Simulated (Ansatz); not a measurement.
Ag: geometry relaxation (part 2 of 3)

The same run, continued: Ag (8 atoms in the cell); DFT PBE, scalar-relativistic, plane waves, PAW, no spin polarisation (Ansatz 0.2.0); cutoff 420 eV, 1×1×13 k-mesh, Gaussian smearing of 0.05 eV. The structure derives from an entry of the Crystallography Open Database. It belongs to a series of runs on one base structure; here: wire along [0 0 1], 8 atoms a period.

Geometry of the input (Å; fractional positions):
```
13.1000  0.0000  0.0000
0.0000  13.4000  0.0000
0.0000  0.0000  4.1472
Ag 0.3417  0.6547  0.0000
Ag 0.6583  0.3453  0.0000
Ag 0.6583  0.6547  0.0000
Ag 0.3417  0.5000  0.5000
Ag 0.6583  0.5000  0.5000
Ag 0.5000  0.3453  0.5000
Ag 0.5000  0.6547  0.5000
Ag 0.5000  0.5000  0.0000
```

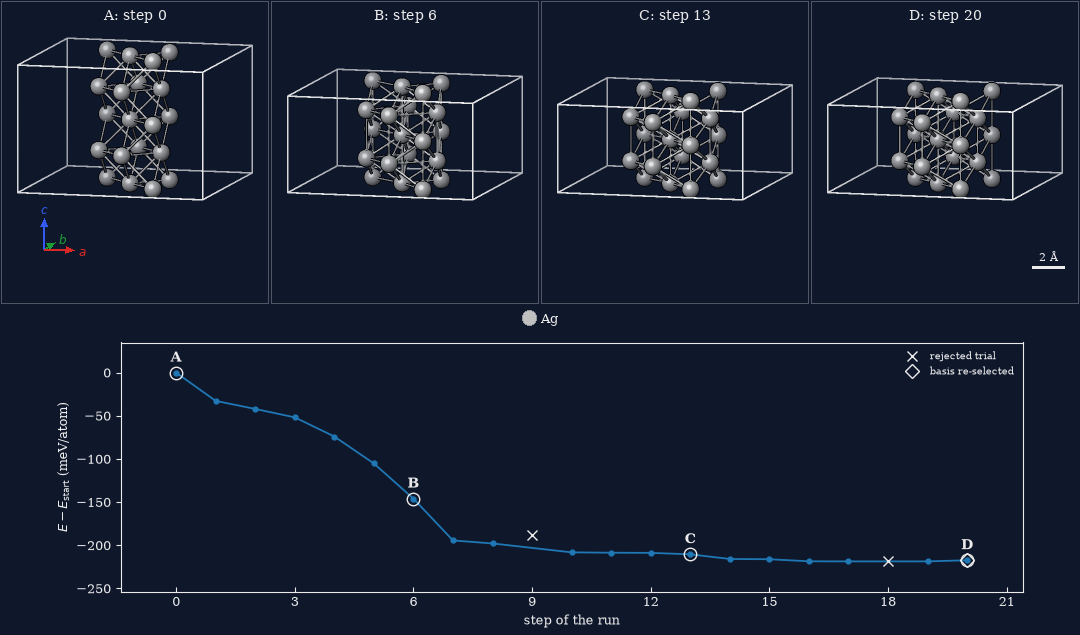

Frames of the relaxation (ball-and-stick view of the 2 repeat of the cell, with the vacuum cut short, seen slightly off an axis) above the curves, on which the letters mark them (the first geometry is step 0 here and step 1 in the log).

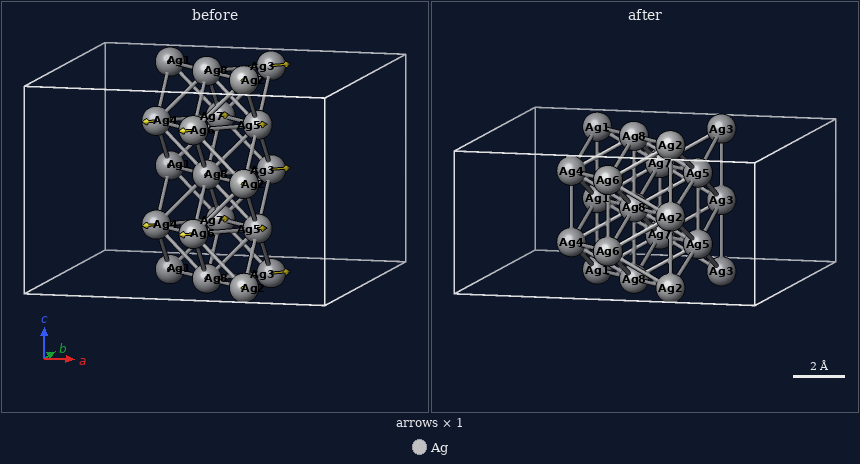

Before (left) and after (right) the relaxation, at one scale (ball-and-stick view of the 2 repeat of the cell, with the vacuum cut short, seen slightly off an axis). The yellow arrows give the displacements (without the part carried along by the change of the cell), at true length. After 19 geometry steps the energy has fallen by 219 meV per atom. The largest force component goes from 0.53 to 0.00047 eV/Å. The line search rejected the trial steps at points 9, 18 (counted from 0) and went back. Ag3 moves most relative to the cell: 0.92 Å. Along the periodic axis the drawn cell goes c 8.294 → 5.706 Å (−31.2 %). Among the contacts that change: Ag1–Ag1 4.147 → 2.853 Å, Ag4–Ag7 2.932 → 4.078 Å, Ag3–Ag8 2.932 → 3.994 Å, Ag3–Ag5 2.932 → 2.841 Å. New bonds form: Ag1–Ag1 (4.15 → 2.85 Å), Ag2–Ag2 (4.15 → 2.85 Å), Ag3–Ag3 (4.15 → 2.85 Å), Ag4–Ag4 (4.15 → 2.85 Å). Bonds break: Ag3–Ag8 (2.93 → 3.99 Å), Ag4–Ag7 (2.93 → 4.08 Å), Ag5–Ag6 (2.93 → 4.08 Å). Among the angles that change: Ag4–Ag1–Ag7 60.0° → 90.8°, Ag2–Ag6–Ag2 90.0° → 59.8°, Ag2–Ag6–Ag8 120.0° → 90.3°. A last SCF at the same geometry on a re-selected plane-wave basis shifts the energy by +1.3 meV per atom. (Atoms are counted from 1 in the order of the input.)

```
basis re-selected at this cell: Δ(F+E_penalty+E_count) = +1.037e-2 eV, ΔP = -0.014 GPa vs the last step (what re-selecting the basis moved, of the pressure what is left beyond the Pulay correction that the steps carried, after the strain that the cell walked since its last selection, with what the two solves' SCF thresholds leave and, on support functions, any second-order correction that the steps lacked; it is no measure of the basis error at this ecutwfc). The dense FFT grid was sized anew with the basis: this SCF ran on 90×90×20 points, the steps before it on 90×90×30, so part of this shift can come from that change (see relax.cell in the input reference). This SCF's stress stands 2.23e-2 GPa from its target on what of the cell is left free (relax.cell.stress_tol is 3.00e-2 GPa) and its largest allowed force component is 4.68e-4 eV/Å (relax.f_tol is 2.00e-2 eV/Å): within both
WARN: The output density's exchange-correlation potential varies sharply where the density is thin. Do not read a vacuum level from v_tot or v_xc, or from such a field of the output density. On a cell that repeats whose density bears no net charge and no dipole along the vacuum's axis use v_es (v_loc + v_h of the components); under efield.dipole_correction with no amplitude use v_es + v_field, which holds any external_charges[].barrier, or the levels of the report's work_function block, which leave it out; under a non-zero efield.amplitude the vacuum is tilted and has no level; on a cell that repeats and bears such a dipole with no correction it is tilted too, and efield.dipole_correction with no amplitude gives each side of its ramp a level where efield: is served; in a cell that repeats whose density bears a net charge (total_charge, or a fill off its count) it is curved and has none; of a slab under crystal.periodic whose density bears no net charge use v_es, which has a level on each side, short of where the two are joined; of another it falls or rises all the way out and has none; of a slab beside external_charges read slab_vacuum_level instead, which it has where they leave it neutral. The grid or the basis barely resolves most such structure, and the values can differ between equally converged runs; as a rule a tighter scf.convergence.dr2_threshold does not remove it. Where the density itself ripples (under the LDA too) a higher basis.ecutwfc lessens it. The files hold the spikes' plane waves up to the density's cutoff. Files: v_tot_of_output_density and the like, and their columns of v_z.tsv (output.write_potential); v_xc_of_output_density and the like, and their columns of v_comp_z.tsv (output.write_potential_components). Measured: with its Gaussian average of σ = 0.25 Å subtracted twice, the exchange-correlation potential is over 0.1 eV at 12160 of the grid points where the equally averaged density (valence and model cores) is under 1e-3 e/Å³, and 1.65 eV at the most among them, at an averaged density of 1.1e-6 e/Å³. The input density's (outcome.potential() and, of a run that writes arrays, v_tot and v_xc) is over 0.1 eV, so measured, at 12156 points of its own thin density, 1.68 eV at the most. See output.write_potential in the manual, Limitations
SCF converged after 10 iterations
Free energy (F): -60720.631904 eV
Harris-Foulkes:  -60720.631904 eV  (|F-HF|=3.64e-11)
Internal energy: -60720.631899 eV  (E = F + TS)
E sigma→0 (E₀):  -60720.631901 eV
Entropy (-TS):   -0.000005 eV (-0.001 meV/atom)
Fermi energy:    1.594939 eV
--- Per-component energies (eV) ---
  E_band       = -4210.120315
  E_kinetic    = 4219.389426
  E_local      = -93274.797552  (includes V_loc(G=0)·N_el)
  E_nonlocal   = 644.920436
  E_hartree    = 44686.848550
  E_xc         = -1472.304744
  E_vxc        = -1869.499532  (∫ρ·V_xc dr)
  E_paw        = -31222.639228  (= ΣΔE_a)
  E_vpaw       = -3303.833191  (= ΣTr[D̂ρ^β])
  E_aug_tail   = 0.002532  (compensation charges beyond the density's cutoff)
  E_ewald      = 15697.948682
  E_smearing   = -0.000005  (= −TS)
  E_closure    = 0.000000  (closes the sum)
  Σ components = -60720.631904   (vs F -60720.631904, Δ=0.00e0)
--- Forces (eV/Å), atoms counted from 1 ---
  atom   1  Ag     0.00003528     0.00026955     0.00000000
  atom   2  Ag    -0.00001411    -0.00020590     0.00000000
  atom   3  Ag     0.00020053    -0.00008308     0.00000000
  atom   4  Ag     0.00022297    -0.00023374     0.00000000
  atom   5  Ag     0.00016916    -0.00004500     0.00000000
  atom   6  Ag    -0.00046796     0.00030148     0.00000000
  atom   7  Ag     0.00012585     0.00012814     0.00000000
  atom   8  Ag    -0.00027210    -0.00013175     0.00000000
  max |Σ_I F_I| component: 3.91e-7 eV/Å
--- Stress (GPa, compression-positive) ---
       -0.029888       0.003579      -0.000000
        0.003579      -0.023520      -0.000000
       -0.000000      -0.000000      -0.022284
  P = ⅓ Tr σ = -0.0252 GPa (-0.252 kbar)
--- Band table (eV; the first three rows and the last of 7) ---
  k-point 0: bands = ["-90.2235", "-90.0518", "-90.0501", "-89.9657", "-89.9630", "-89.9198", "-89.9029", "-89.9027", "-53.7272", "-53.7119", "-53.6586", "-53.5746", "-53.5592", "-53.5109", "-53.5032", "-53.5003", "-53.4942", "-53.4755", "-53.4568", "-53.4498", "-53.4273", "-53.4228", "-53.4203", "-53.3996", "-53.3892", "-53.3800", "-53.3765", "-53.3739", "-53.3642", "-53.3614", "-53.3576", "-53.3574", "-4.8509", "-4.2684", "-4.1404", "-4.0915", "-3.9900", "-3.8990", "-3.8321", "-3.7944", "-3.6075", "-3.2003", "-3.0708", "-3.0523", "-3.0166", "-2.8948", "-2.8604", "-2.8258", "-2.6105", "-2.5772", "-2.5728", "-2.5352", "-2.5132", "-2.3065", "-2.2977", "-2.2632", "-2.1904", "-1.9569", "-1.9464", "-1.8968", "-1.8602", "-1.8581", "-1.7537", "-1.7242", "-1.6694", "-1.6138", "-1.5065", "-1.4812", "-1.3874", "-1.3487", "-1.3369", "-1.2599", "-1.2525", "-1.1032", "-1.1030", "0.0076", "0.5611", "0.9535", "2.3971", "2.4732", "2.7012", "2.9197", "4.2425", "4.6984", "4.9679", "5.5805", "5.8011", "6.3428", "6.3898", "6.5994", "7.3993", "7.5542"]
  k-point 1: bands = ["-90.2231", "-90.0513", "-90.0497", "-89.9653", "-89.9626", "-89.9194", "-89.9025", "-89.9023", "-53.7264", "-53.7112", "-53.6648", "-53.5736", "-53.5582", "-53.5103", "-53.5094", "-53.5064", "-53.4938", "-53.4747", "-53.4560", "-53.4493", "-53.4288", "-53.4277", "-53.4254", "-53.3989", "-53.3886", "-53.3860", "-53.3762", "-53.3741", "-53.3646", "-53.3635", "-53.3621", "-53.3604", "-4.7325", "-4.1692", "-4.0581", "-4.0066", "-3.9326", "-3.7996", "-3.7369", "-3.6878", "-3.5041", "-3.1976", "-3.0519", "-3.0367", "-3.0244", "-2.9097", "-2.8519", "-2.8446", "-2.7260", "-2.6190", "-2.6023", "-2.5631", "-2.4697", "-2.4430", "-2.3328", "-2.2639", "-2.2073", "-2.0342", "-1.9906", "-1.9379", "-1.8851", "-1.8578", "-1.7698", "-1.7425", "-1.6881", "-1.6462", "-1.4957", "-1.4762", "-1.4343", "-1.3928", "-1.3727", "-1.2559", "-1.1949", "-1.1589", "-1.1416", "0.1658", "0.7229", "1.0880", "2.5618", "2.6145", "2.9286", "3.1164", "4.4261", "4.8600", "5.1107", "5.6873", "5.9037", "6.4483", "6.4979", "6.7079", "7.5180", "7.6610"]
  k-point 2: bands = ["-90.2220", "-90.0502", "-90.0485", "-89.9642", "-89.9615", "-89.9183", "-89.9015", "-89.9013", "-53.7240", "-53.7092", "-53.6816", "-53.5712", "-53.5556", "-53.5261", "-53.5229", "-53.5089", "-53.4927", "-53.4727", "-53.4543", "-53.4483", "-53.4447", "-53.4422", "-53.4255", "-53.4013", "-53.3972", "-53.3873", "-53.3775", "-53.3770", "-53.3766", "-53.3747", "-53.3630", "-53.3604", "-4.4231", "-3.9054", "-3.8745", "-3.8450", "-3.7871", "-3.5665", "-3.5006", "-3.4084", "-3.2887", "-3.2087", "-3.0860", "-3.0240", "-2.9640", "-2.9415", "-2.8972", "-2.8454", "-2.7446", "-2.7227", "-2.6558", "-2.5926", "-2.5091", "-2.4982", "-2.4306", "-2.3286", "-2.3005", "-2.1235", "-2.1055", "-2.0332", "-1.9875", "-1.9022", "-1.8863", "-1.7765", "-1.7694", "-1.6852", "-1.5872", "-1.5429", "-1.4742", "-1.4616", "-1.4060", "-1.3264", "-1.2189", "-0.9949", "-0.9321", "0.5608", "1.1394", "1.4587", "2.9860", "3.0032", "3.5423", "3.6722", "4.9304", "5.3171", "5.5205", "6.0081", "6.2137", "6.7650", "6.8200", "7.0341", "7.8628", "7.9811"]
  k-point 6: bands = ["-90.2165", "-90.0447", "-90.0432", "-89.9588", "-89.9560", "-89.9131", "-89.8963", "-89.8961", "-53.7607", "-53.7150", "-53.7012", "-53.6019", "-53.5990", "-53.5670", "-53.5449", "-53.5205", "-53.5176", "-53.5041", "-53.4877", "-53.4772", "-53.4656", "-53.4636", "-53.4488", "-53.4275", "-53.4255", "-53.4124", "-53.3954", "-53.3830", "-53.3796", "-53.3788", "-53.3618", "-53.3595", "-4.1186", "-4.0530", "-4.0017", "-3.9735", "-3.9210", "-3.8394", "-3.5602", "-3.5283", "-3.4752", "-3.3899", "-3.3393", "-3.1728", "-3.0987", "-2.9699", "-2.8879", "-2.8198", "-2.7209", "-2.6371", "-2.5712", "-2.3581", "-2.2502", "-2.0381", "-2.0041", "-1.9583", "-1.9299", "-1.7322", "-1.7245", "-1.6681", "-1.6630", "-1.6159", "-1.5684", "-1.4986", "-1.4850", "-1.4404", "-1.3082", "-1.2463", "-1.1827", "-1.1496", "-1.0818", "-1.0585", "1.2143", "2.2612", "2.5907", "2.9073", "3.4018", "4.1726", "4.5184", "4.6423", "5.2992", "6.1946", "6.6505", "6.6724", "6.7993", "7.5025", "7.5354", "7.8680", "8.4760", "8.6288", "9.0497", "9.3027"]
--- Relaxed structure (20 steps of the walk, 18 accepted, 1 SCFs on fresh bases) ---
  F+E_penalty+E_count = -60720.63190392 eV   max|allowed force component| = 4.679e-4 eV/Å   (the final SCF, on the basis selected at the relaxed cell)
  cell:  # Å, volume = 500.8507 Å³
    - [13.1, 9.602754963056709e-113, 0.0]
    - [9.822665382058008e-113, 13.4, 0.0]
    - [0.0, 0.0, 2.8532000130177004]
  atoms:
    - { symbol: Ag, position: [0.33590021251982166, 0.6446799499207745, 0.0] }
    - { symbol: Ag, position: [0.648440235881485, 0.33990061611616923, 0.0] }
    - { symbol: Ag, position: [0.707979165668504, 0.7037645455949276, 0.0] }
    - { symbol: Ag, position: [0.3052698066849178, 0.46187860993253543, 0.5] }
    - { symbol: Ag, position: [0.6845338621517996, 0.5218811445886303, 0.5] }
    - { symbol: Ag, position: [0.46154094081614006, 0.3095030238014837, 0.5] }
    - { symbol: Ag, position: [0.5219755276614034, 0.6803837080471667, 0.5] }
    - { symbol: Ag, position: [0.4926495111159285, 0.4927538749983128, 0.0] }
--- Löwdin populations: 8 sites ---
  site symbol       q [e]
     0     Ag     18.9288
     1     Ag     18.9288
     2     Ag     18.9636
     3     Ag     18.9224
     4     Ag     18.8849
     5     Ag     18.9225
     6     Ag     18.8848
     7     Ag     18.8941
  spilling = 0.004408 (of n_electrons = 152.000000)
```

## File populations.tsv
```
# site	symbol	l	j	q
# orbitals = lowdin
# n_electrons = 152.000000
# spilling = 0.004408
0	Ag	0_4S	-	1.995447
0	Ag	0_5S	-	1.030004
0	Ag	1_4P	-	5.998065
0	Ag	2_4D	-	9.905280
1	Ag	0_4S	-	1.995446
1	Ag	0_5S	-	1.029971
1	Ag	1_4P	-	5.998065
1	Ag	2_4D	-	9.905278
2	Ag	0_4S	-	1.995856
2	Ag	0_5S	-	1.057846
2	Ag	1_4P	-	5.997736
2	Ag	2_4D	-	9.912133
3	Ag	0_4S	-	1.995521
3	Ag	0_5S	-	1.016131
3	Ag	1_4P	-	5.997984
3	Ag	2_4D	-	9.912797
4	Ag	0_4S	-	1.994376
4	Ag	0_5S	-	0.995670
4	Ag	1_4P	-	5.998358
4	Ag	2_4D	-	9.896512
5	Ag	0_4S	-	1.995520
5	Ag	0_5S	-	1.016225
5	Ag	1_4P	-	5.997983
5	Ag	2_4D	-	9.912783
6	Ag	0_4S	-	1.994377
6	Ag	0_5S	-	0.995565
6	Ag	1_4P	-	5.998357
6	Ag	2_4D	-	9.896527
7	Ag	0_4S	-	1.993058
7	Ag	0_5S	-	1.016969
7	Ag	1_4P	-	5.998544
7	Ag	2_4D	-	9.885537
```

## Trajectory as extended XYZ (Å, eV, eV/Å), 21 frames, from step=1 to step=21
```
8
Lattice="13.1000 0.0000 0.0000 0.0000 13.4000 0.0000 0.0000 0.0000 4.1472" Properties=species:S:1:pos:R:3:forces:R:3 step=1 energy=-60718.89341 pressure_GPa=-0.98
Ag    4.4764    8.7736    0.0000    0.2836  -0.2181   0.0000
Ag    8.6236    4.6264    0.0000   -0.2170   0.2846   0.0000
Ag    8.6236    8.7736    0.0000   -0.4633  -0.4641   0.0000
Ag    4.4764    6.7000    2.0736    0.5259   0.2018   0.0000
Ag    8.6236    6.7000    2.0736   -0.1523  -0.0045   0.0000
Ag    6.5500    4.6264    2.0736    0.2014   0.5269   0.0000
Ag    6.5500    8.7736    2.0736   -0.0046  -0.1531   0.0000
Ag    6.5500    6.7000    0.0000   -0.1737  -0.1735   0.0000
8
Lattice="13.1000 0.0000 0.0000 0.0000 13.4000 0.0000 0.0000 0.0000 4.0195" Properties=species:S:1:pos:R:3:forces:R:3 step=2 energy=-60719.15476 pressure_GPa=0.14
Ag    4.5509    8.7586    0.0000   -0.0500   0.0678   0.0000
Ag    8.6094    4.7017    0.0000    0.0680  -0.0497   0.0000
Ag    8.4915    8.6413    0.0000    0.0880   0.0882   0.0000
Ag    4.5916    6.7354    2.0097   -0.3106  -0.0027   0.0000
Ag    8.5932    6.6965    2.0097    0.2774   0.0133   0.0000
Ag    6.5858    4.7422    2.0097   -0.0024  -0.3108   0.0000
Ag    6.5461    8.7427    2.0097    0.0132   0.2772   0.0000
Ag    6.5051    6.6552    0.0000   -0.0837  -0.0832   0.0000
8
Lattice="13.1000 0.0000 0.0000 0.0000 13.4000 0.0000 0.0000 0.0000 3.9429" Properties=species:S:1:pos:R:3:forces:R:3 step=3 energy=-60719.22942 pressure_GPa=0.00
Ag    4.5269    8.7860    0.0000   -0.0341   0.0256   0.0000
Ag    8.6374    4.6782    0.0000    0.0256  -0.0341   0.0000
Ag    8.5004    8.6505    0.0000    0.0691   0.0695   0.0000
Ag    4.5411    6.7394    1.9715   -0.1216  -0.0145   0.0000
Ag    8.6492    6.6887    1.9715    0.0687  -0.0031   0.0000
Ag    6.5903    4.6918    1.9715   -0.0140  -0.1219   0.0000
Ag    6.5380    8.7985    1.9715   -0.0031   0.0687   0.0000
Ag    6.4902    6.6403    0.0000    0.0095   0.0098   0.0000
8
Lattice="13.1000 0.0000 0.0000 0.0000 13.4000 0.0000 0.0000 0.0000 3.7356" Properties=species:S:1:pos:R:3:forces:R:3 step=4 energy=-60719.30748 pressure_GPa=-0.11
Ag    4.4493    8.8133    0.0000   -0.0054   0.0173   0.0000
Ag    8.6668    4.6022    0.0000    0.0177  -0.0054   0.0000
Ag    8.6124    8.7645    0.0000   -0.1098  -0.1102   0.0000
Ag    4.4460    6.7013    1.8678    0.0842  -0.0181   0.0000
Ag    8.6920    6.6877    1.8678    0.0864  -0.0510   0.0000
Ag    6.5546    4.5960    1.8678   -0.0177   0.0854   0.0000
Ag    6.5351    8.8414    1.8678   -0.0514   0.0861   0.0000
Ag    6.5173    6.6671    0.0000   -0.0040  -0.0041   0.0000
```
